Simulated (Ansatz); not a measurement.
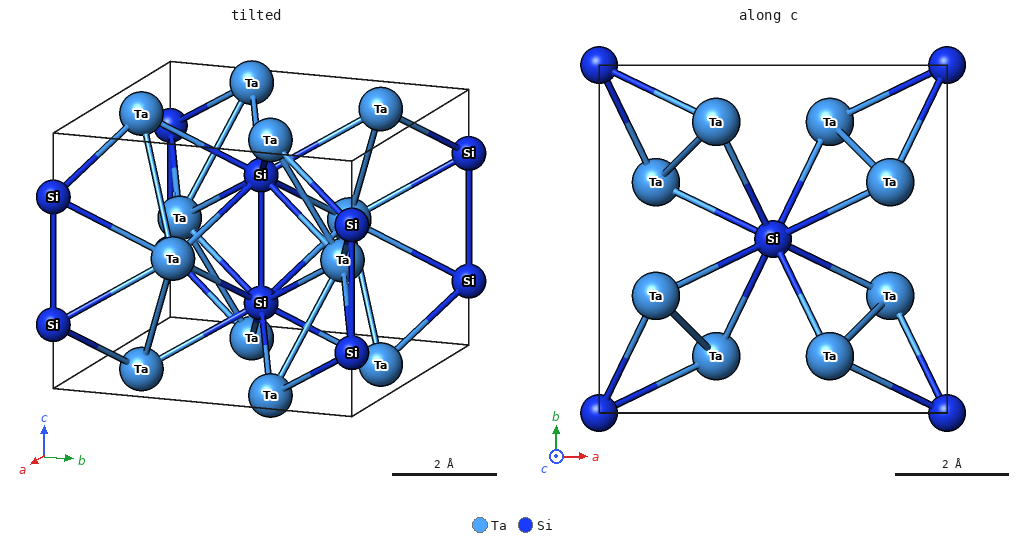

Crystal structure, ball-and-stick style, seen slightly off an axis and along the c axis. The lines enclose the conventional unit cell; boundary atoms appear with their images. Cell: a = 6.19 Å, b = 6.19 Å, c = 5.08 Å, α = 90.00°, β = 90.00°, γ = 90.00°.

Its origin is a structure listed in the Materials Project. Earlier steps of the study may have refined or changed the cell and positions. Ansatz was used for an electronic-structure calculation on it.

> Describe the arrangement of the atoms.

The material is Ta₂Si. Space group I4/mcm (No. 140), lattice body-centred tetragonal. The cell has 12 atoms, namely 8 Ta, 4 Si. By contacts within bonding range, the coordination numbers are Ta 7 and Si 10. Not all metal-metal contacts are counted.

Level of theory and settings: Ansatz 0.2.0, DFT LDA, scalar-relativistic, plane waves, PAW, an energy cutoff of 420 eV, k-points about 0.16 Å⁻¹ apart, Gaussian smearing of 0.1 eV, no spin polarisation.

> Classify it as metallic or gapped, with the value.

A metal: bands cross the Fermi level.

> Give the Bader charge of each element.

Ta +0.53 e; Si -1.07 e.

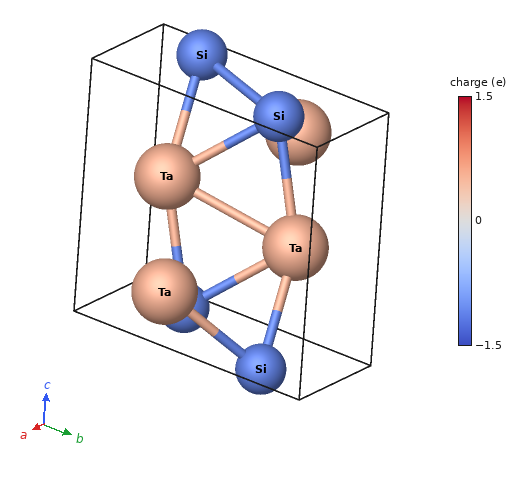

The atoms coloured by those charges. The run's cell of 6 atoms is drawn, so axes and origin can differ from the first picture.

> Can this geometry be taken as optimised?

No. The largest force is 0.03 eV/Å. The pressure is -10.1 GPa, so the cell would contract.
